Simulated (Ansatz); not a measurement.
# GW calculation of KBr

The run: GW calculation of KBr (P6₃/mmc, 4 atoms in the cell). Method and program: G0W0 on PBE, plane waves, PAW, no spin polarisation (Ansatz 0.2.0).

The structure was built on a prototype by a generator. The geometry comes from this level: r2SCAN. Figures and captions count atoms from 1; the log counts them from 0 in places.

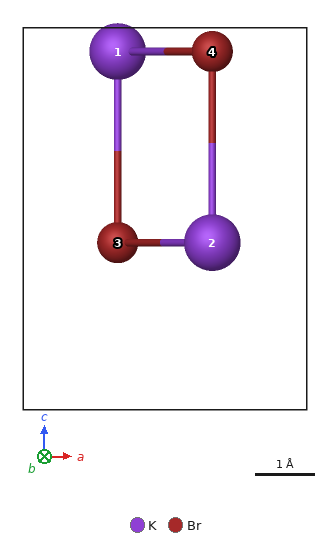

*The structure as given in the input (ball-and-stick view of the cell of the calculation, along the b axis; atoms are numbered from 1 in the order of the input). An atom can appear more than once, as a periodic image.*

Near neighbours in the periodic cell (some may lie outside the picture): K has 5 Br at 3.24 to 3.28 Å; Br has 5 K at 3.24 to 3.28 Å.

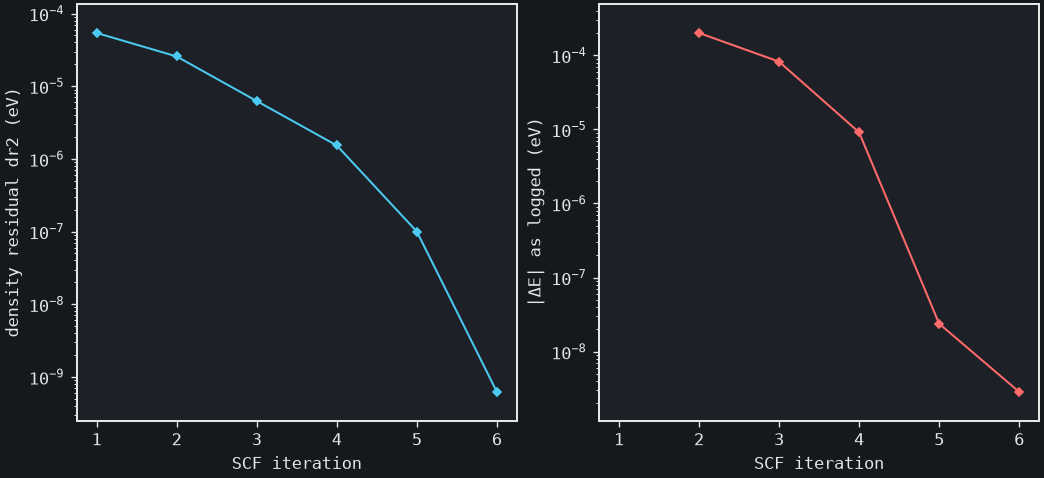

*Convergence of the self-consistent field: density residual dr2 and size of the energy change against the SCF iteration.*

The residual falls at every step.

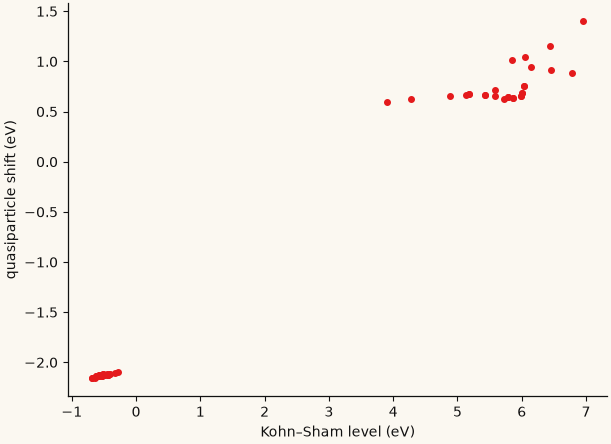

*Quasiparticle corrections (linearised) against the Kohn–Sham levels, for the bands and k-points computed.*

On this mesh the gap goes from 4.19 to 6.81 eV.

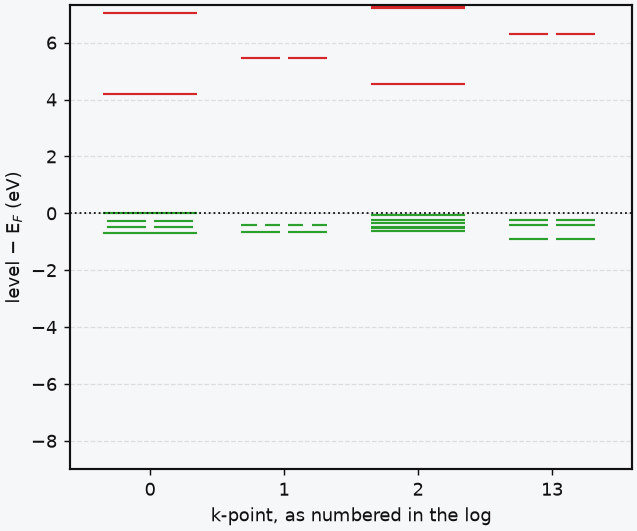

*Kohn–Sham levels near the Fermi level (dotted) at the few k-points that the log prints; levels within 0.02 eV of each other stand side by side.*

Among these points the highest filled and lowest empty levels are 4.19 eV apart, which is the gap on the mesh.

The input that produced these results follows, with the program's output.

**Input**
```yaml
crystal:
  lattice:
    - [5.6185806599, 0.0, 0.0]
    - [-2.80929033, 4.8658335847, 0.0]
    - [0.0, 0.0, 6.5538331369]
  atoms:
    - { symbol: K, position: [0.3333333333, 0.6666666667, -0.0625] }
    - { symbol: K, position: [0.6666666667, 0.3333333333, 0.4375] }
    - { symbol: Br, position: [0.3333333333, 0.6666666667, 0.4375] }
    - { symbol: Br, position: [0.6666666667, 0.3333333333, 0.9375] }
kpoints:
  mp_grid: { grid: [6, 6, 2] }
hamiltonian:
  xc: pbe
scf:
  occupations: { method: fixed }
gw:
  n_empty_bands: 534
  ecut_chi: 120
  qp_bands: [v2, c2]
  qp_kpoints: band_edges
  screening: { model: contour_deformation }
```

Launch command:
```bash
ansatz run input.yaml --threads 2 --pin off --max-ram 2211MiB --backend cpu --events-out ev --progress --plain --runs-dir out
```

**Log**
```
Engine: ansatz 0.2.0, aarch64-unknown-linux-gnu
Pseudopotentials: kind: paw
Pseudopotential: K, paw, valence charge 9, recommended cutoff 420 eV (normal), K.paw.azcp
Pseudopotential: Br, paw, valence charge 7, recommended cutoff 420 eV (normal), Br.paw.azcp
Functional definition: PBE
  parameter kappa = 0.804
  parameter beta = 0.06672455060314922
  exchange = pbe_x(kappa = kappa, mu = beta*pi^2/3)
  correlation = pbe_c(beta = beta)
Crystal: 4 atoms, lattice volume = 179.176 Å³
Basis set: ecut = 420 eV, 3549 PW (Γ)
Bands: 20, of which v1, the nominal top of the filled ones, is band 16 counted from 1 (15 counted from 0)
Symmetry: 24 space group operations
Space group: P63/mmc (ITA 194), of the structure as read, at distance tolerance 5.6e-5 Å
k-points: 14 of 72
Non-local potential: K, projectors of the file, l = 0: 3, l = 1: 2, l = 2: 2
Non-local potential: Br, projectors of the file, l = 0: 2, l = 1: 2, l = 2: 2
PAW form: soft (Blöchl's): semilocal exchange-correlation on the pseudo side does not see the compensation charge
PAW one-centre angular grid: K, 110 points (default); XC on 64 Gauss nodes
PAW one-centre angular grid: Br, 110 points (default); XC on 64 Gauss nodes
Initial density: superposition of atomic densities (neutral atoms: chi_scale 0, normalization atom), corrected by the library's trained network
Initial wavefunctions: pseudopotential atomic-orbital guess
Functional: x = pbe(κ = 0.804, μ = 0.2195149727645171), c = pbe(β = 0.06672455060314922)
SCF iter   1: F=—  HF=-8648.830161 eV  |F-HF|=—  |Δ(HF+E_count)|=         —  Δρ=1.61e-4  dr2=5.41e-5  ethr=1.77e-3  ⟨swp⟩=5.6  Hψ=1274  notcnv=0  defer=23
preconditioner: auto → Resta (q_TF=auto, 2.047 Å⁻¹)  ε∞=2.2  [insulator: Δε(μ)=4.181 eV  Ē_g=13.563 eV  n_scr=22 (ndim 8)  ℏωp=14.7 eV  f_vac=0.240  ε∞_Penn≈2.2]
SCF iter   2: F=—  HF=-8648.829960 eV  |F-HF|=—  |Δ(HF+E_count)|=   2.01e-4  Δρ=1.06e-4  dr2=2.57e-5  ethr=1.69e-7  ⟨swp⟩=3.1  Hψ=815  notcnv=0  defer=28
SCF iter   3: F=—  HF=-8648.830043 eV  |F-HF|=—  |Δ(HF+E_count)|=   8.24e-5  Δρ=4.13e-5  dr2=6.25e-6  ethr=8.04e-8  ⟨swp⟩=2.0  Hψ=503  notcnv=0  defer=28
SCF iter   4: F=—  HF=-8648.830052 eV  |F-HF|=—  |Δ(HF+E_count)|=   9.15e-6  Δρ=2.26e-5  dr2=1.53e-6  ethr=1.95e-8  ⟨swp⟩=2.0  Hψ=390  notcnv=0  defer=28
iter 5 did not close the SCF: its close was put off for the readings that it lacked (scf_convergence_deferred on its scf_iter line)
SCF iter   5: F=-8648.830052 eV  HF=-8648.830052 eV  |F-HF|=4.39e-8  |Δ(HF+E_count)|=   2.38e-8  Δρ=6.79e-6  dr2=9.99e-8  ethr=4.78e-9  ⟨swp⟩=2.0  Hψ=406  notcnv=0  defer=28
SCF iter   6: F=-8648.830052 eV  HF=-8648.830052 eV  |F-HF|=0.00e0  |Δ(HF+E_count)|=   2.85e-9  Δρ=5.90e-7  dr2=6.20e-10  ethr=3.12e-10  ⟨swp⟩=7.6  Hψ=1478  notcnv=0
SCF 1 converged in 6 iterations: F = -8648.830052 eV  dr2 = 6.20e-10
  greatest PAW one-centre occupation: 0.987 electrons in one spin orbital (limit 2), on the K atom at site 1 (counted from 0), in its partial waves of l = 0
NSCF: frozen V_eff on 14 k-points
G₀W₀ screening: q 1/14
G₀W₀ screening: q 2/14 (q-point 11)
G₀W₀ screening: q 3/14 (q-point 12)
G₀W₀ screening: q 4/14 (q-point 3)
G₀W₀ screening: q 5/14 (q-point 4)
G₀W₀ screening: q 6/14 (q-point 5)
G₀W₀ screening: q 7/14 (q-point 6)
G₀W₀ screening: q 8/14 (q-point 9)
G₀W₀ screening: q 9/14 (q-point 10)
G₀W₀ screening: q 10/14 (q-point 7)
G₀W₀ screening: q 11/14 (q-point 8)
G₀W₀ screening: q 12/14 (q-point 13)
G₀W₀ screening: q 13/14 (q-point 14)
G₀W₀ screening: q 14/14 (q-point 2)
G₀W₀ self-energy: k 1/14
G₀W₀ self-energy: k 2/14
G₀W₀ self-energy: k 3/14
G₀W₀ self-energy: k 4/14
G₀W₀ self-energy: k 5/14
G₀W₀ self-energy: k 6/14
G₀W₀ self-energy: k 7/14
G₀W₀ self-energy: k 8/14
G₀W₀ self-energy: k 9/14
G₀W₀ self-energy: k 10/14
G₀W₀ self-energy: k 11/14
G₀W₀ self-energy: k 12/14
G₀W₀ self-energy: k 13/14
G₀W₀ self-energy: k 14/14
SCF converged after 6 iterations
Free energy (F): -8648.830052 eV
Harris-Foulkes:  -8648.830052 eV  (|F-HF|=0.00e0)
Internal energy: -8648.830052 eV  (E = F + TS)
E sigma→0 (E₀):  -8648.830052 eV
Fermi energy:    -0.279664 eV
--- Per-component energies (eV) ---
  E_band       = -311.790626
  E_kinetic    = 776.536917
  E_local      = -2015.837382  (includes V_loc(G=0)·N_el)
  E_nonlocal   = 165.681880
  E_hartree    = 690.735545
  E_xc         = -800.994121
  E_vxc        = -538.925907  (∫ρ·V_xc dr)
  E_paw        = -6056.760214  (= ΣΔE_a)
  E_vpaw       = -80.716943  (= ΣTr[D̂ρ^β])
  E_aug_tail   = -0.000007  (compensation charges beyond the density's cutoff)
  E_ewald      = -1408.192669
  E_smearing   = -0.000000  (= −TS)
  E_closure    = -0.000000  (closes the sum)
  Σ components = -8648.830052   (vs F -8648.830052, Δ=0.00e0)
--- Band table (eV; the first three rows and the last of 14) ---
  k-point 0: bands = ["-28.1944", "-28.1880", "-12.5047", "-12.4222", "-11.7416", "-11.7219", "-11.7219", "-11.6915", "-11.6915", "-11.6643", "-0.9547", "-0.7610", "-0.7610", "-0.5652", "-0.5652", "-0.2797", "3.9067", "6.7779", "7.1440", "7.1440"]
  k-point 1: bands = ["-28.1911", "-28.1911", "-12.5874", "-12.5874", "-11.7065", "-11.7065", "-11.7065", "-11.7065", "-11.5403", "-11.5403", "-0.9211", "-0.9211", "-0.6806", "-0.6806", "-0.6806", "-0.6806", "5.1771", "5.1771", "8.1106", "8.1106"]
  k-point 2: bands = ["-28.1939", "-28.1882", "-12.5379", "-12.4709", "-11.7367", "-11.7245", "-11.6914", "-11.6701", "-11.6686", "-11.6477", "-0.9188", "-0.8121", "-0.7717", "-0.6281", "-0.5265", "-0.3256", "4.2695", "6.9495", "7.0127", "7.0967"]
  k-point 13: bands = ["-28.1906", "-28.1906", "-12.7126", "-12.7126", "-11.7165", "-11.7165", "-11.6689", "-11.6689", "-11.4154", "-11.4154", "-1.1843", "-1.1843", "-0.6999", "-0.6999", "-0.5119", "-0.5119", "6.0279", "6.0279", "7.3243", "7.3243"]
--- G₀W₀: contour deformation, 6 samples at zero and on the imaginary axis and 1 off it, 72 q-points, 534 empty bands' worth ---
  eigenvalues of the whole cell's RPA ε∞ on this k-mesh (on a slab, of 1 + 4πα/V) = 1.9934, 1.9934, 2.1527; static W/v taken at q = 0 is 0.467480
  gw.qp_kpoints: band_edges: 14 of 14 stored k-points solved, in 1 pass; an edge of the gap read off the rows below is read off those points alone
    ik  band        ε_KS         Σx   Σc(E_QP)       V_xc       Z   E_QP_lin       E_QP  E_QP is
     0    15     -0.5652   -18.7744     1.8995   -14.8136  0.8050    -2.6946    -2.6265  root
     0    16     -0.2797   -19.4786     1.8819   -15.5608  0.8060    -2.3779    -2.3155  root
     0    17      3.9067    -3.1174    -2.4971    -6.2049  0.8733     4.4999     4.4970  root
     0    18      6.7779    -3.1790    -2.7928    -6.8515  0.8652     7.6654     7.6576  root
     1    15     -0.6806   -18.6867     1.9342   -14.6724  0.8040    -2.8323    -2.7607  root
     1    16     -0.6806   -18.6867     1.9342   -14.6724  0.8040    -2.8323    -2.7607  root
     1    17      5.1771    -3.4079    -2.5521    -6.6285  0.8681     5.8498     5.8456  root
     1    18      5.1771    -3.4079    -2.5521    -6.6285  0.8681     5.8498     5.8456  root
     2    15     -0.5265   -18.8825     1.8983   -14.9262  0.8050    -2.6520    -2.5845  root
     2    16     -0.3256   -19.3982     1.8896   -15.4662  0.8058    -2.4313    -2.3680  root
     2    17      4.2695    -3.4680    -2.5237    -6.6091  0.8702     4.8901     4.8869  root
     2    18      6.9495    -3.7898    -3.0948    -8.2641  0.8556     8.3500     8.3289  root
     3    15     -0.6280   -18.7702     1.9221   -14.7769  0.8043    -2.7690    -2.6991  root
     3    16     -0.6280   -18.7702     1.9221   -14.7769  0.8043    -2.7690    -2.6991  root
     3    17      5.4245    -3.4373    -2.5583    -6.6573  0.8666     6.0904     6.0862  root
     3    18      5.4245    -3.4373    -2.5583    -6.6573  0.8666     6.0904     6.0862  root
     4    15     -0.4590   -19.0630     1.8957   -15.1141  0.8051    -2.5784    -2.5121  root
     4    16     -0.4404   -19.2080     1.9104   -15.2386  0.8054    -2.5654    -2.4994  root
     4    17      5.1270    -3.8393    -2.5794    -7.0829  0.8646     5.7953     5.7912  root
     4    18      6.4512    -3.2359    -2.7673    -6.9136  0.8624     7.3704     7.3616  root
     5    15     -0.5741   -18.8325     1.9102   -14.8591  0.8047    -2.7056    -2.6373  root
     5    16     -0.5741   -18.8325     1.9102   -14.8591  0.8047    -2.7056    -2.6373  root
     5    17      5.8705    -3.1136    -2.5314    -6.2760  0.8655     6.5054     6.5014  root
     5    18      5.8705    -3.1136    -2.5314    -6.2760  0.8655     6.5054     6.5014  root
     6    15     -0.5302   -19.0636     1.9276   -15.0638  0.8051    -2.6704    -2.6024  root
     6    16     -0.4278   -19.1460     1.8946   -15.2002  0.8052    -2.5448    -2.4791  root
     6    17      5.7256    -2.8927    -2.4426    -5.9586  0.8666     6.3529     6.3489  root
     6    18      6.1447    -4.3359    -2.9362    -8.2047  0.8576     7.0863     7.0772  root
     7    15     -0.5571   -18.8444     1.9063   -14.8772  0.8049    -2.6859    -2.6180  root
     7    16     -0.5571   -18.8444     1.9063   -14.8772  0.8049    -2.6859    -2.6180  root
     7    17      5.9855    -2.7517    -2.5156    -5.9177  0.8667     6.6402     6.6359  root
     7    18      5.9855    -2.7517    -2.5156    -5.9177  0.8667     6.6402     6.6359  root
     8    15     -0.4809   -18.9953     1.8974   -15.0415  0.8052    -2.6041    -2.5373  root
     8    16     -0.4068   -19.2643     1.9043   -15.3058  0.8055    -2.5261    -2.4610  root
     8    17      4.8790    -3.8162    -2.5675    -7.0389  0.8659     5.5381     5.5342  root
     8    18      6.4332    -3.3123    -2.8813    -7.3313  0.8604     7.5844     7.5709  root
     9    15     -0.5739   -18.8613     1.9117   -14.8872  0.8045    -2.7046    -2.6362  root
     9    16     -0.5739   -18.8613     1.9117   -14.8872  0.8045    -2.7046    -2.6362  root
     9    17      5.7806    -3.2964    -2.5448    -6.4821  0.8651     6.4256     6.4215  root
     9    18      5.7806    -3.2964    -2.5448    -6.4821  0.8651     6.4256     6.4215  root
    10    15     -0.5272   -19.0812     1.9285   -15.0805  0.8050    -2.6674    -2.5994  root
    10    16     -0.4377   -19.1072     1.8973   -15.1543  0.8054    -2.5595    -2.4933  root
    10    17      5.5789    -3.2631    -2.4918    -6.4105  0.8654     6.2387     6.2344  root
    10    18      6.0569    -3.0926    -2.7785    -6.9081  0.8634     7.1046     7.0939  root
    11    15     -0.5339   -18.9282     1.9043   -14.9678  0.8047    -2.6573    -2.5899  root
    11    16     -0.5339   -18.9282     1.9043   -14.9678  0.8047    -2.6573    -2.5899  root
    11    17      6.0036    -2.8939    -2.5246    -6.0979  0.8657     6.6877     6.6830  root
    11    18      6.0036    -2.8939    -2.5246    -6.0979  0.8657     6.6877     6.6830  root
    12    15     -0.6383   -18.9433     1.9551   -14.8984  0.8045    -2.7991    -2.7281  root
    12    16     -0.4312   -19.1136     1.8994   -15.1554  0.8055    -2.5563    -2.4899  root
    12    17      5.5862    -2.8603    -2.4667    -6.0339  0.8678     6.2981     6.2932  root
    12    18      5.8423    -2.9688    -2.7372    -6.7078  0.8649     6.8538     6.8441  root
    13    15     -0.5119   -18.9752     1.9005   -15.0229  0.8046    -2.6304    -2.5636  root
    13    16     -0.5119   -18.9752     1.9005   -15.0229  0.8046    -2.6304    -2.5636  root
    13    17      6.0279    -2.9156    -2.5435    -6.2118  0.8653     6.7865     6.7806  root
    13    18      6.0279    -2.9156    -2.5435    -6.2118  0.8653     6.7865     6.7806  root
```

**Key numbers**

| quantity | value |
| --- | --- |
| outcome | converged |
| space group (tolerance 0.01 Å) | P6₃/mmc (194) |
| electrons treated | 32 |
| free energy | −8648.8301 eV |
| Fermi energy | −0.280 eV |
| gap on the k-point mesh | 4.19 eV |
| quasiparticle gap on the mesh | 6.81 eV |
| hardware | 2 threads of Arm Neoverse V1, 24 GiB of memory available, shared host |
| wall time | 13 min (CPU time 26 min) |
| peak memory | 1.6 GiB |

**Remarks**

The GW levels are not extrapolated in basis or mesh.
